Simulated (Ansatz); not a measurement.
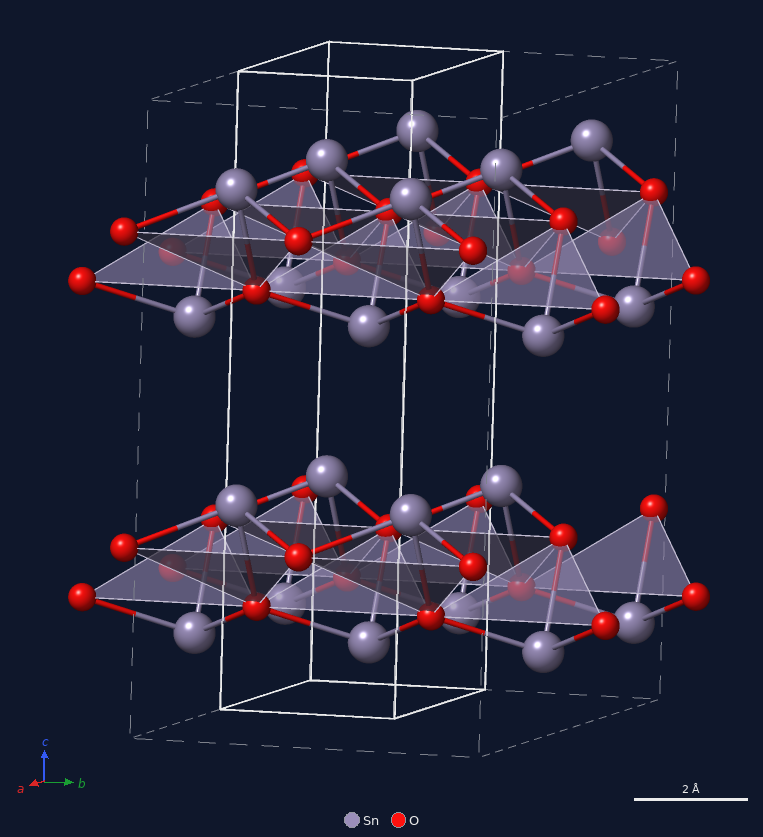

The image is a polyhedral drawing of a crystal, viewed slightly off an axis. The structure is repeated 2×2×1 times; solid lines mark one conventional unit cell. Some neighbours outside the box are added. Cell: a = 4.222 Å, b = 3.355 Å, c = 11.380 Å, α = 90.00°, β = 94.26°, γ = 90.00°.

Caption:

Chemical formula SnO. The lattice is primitive monoclinic and the space group Pm (No. 6). It has 8 atoms to the cell (4 Sn, 4 O). The neighbours of Sn are three O in a trigonal pyramidal arrangement at about 2.2 Å. O is linked to three Sn at about 2.2 Å. The bonds build SnO layers parallel to (001).

Origin of the cell: a structure listed in the Materials Project. The cell was then strained or its atoms displaced on purpose. An electronic-structure calculation with Ansatz was run on it.

At this level of theory the run's own cell isn't at rest (forces up to 0.6 eV/Å), so its distances can differ from those at equilibrium, the more so the softer the solid.
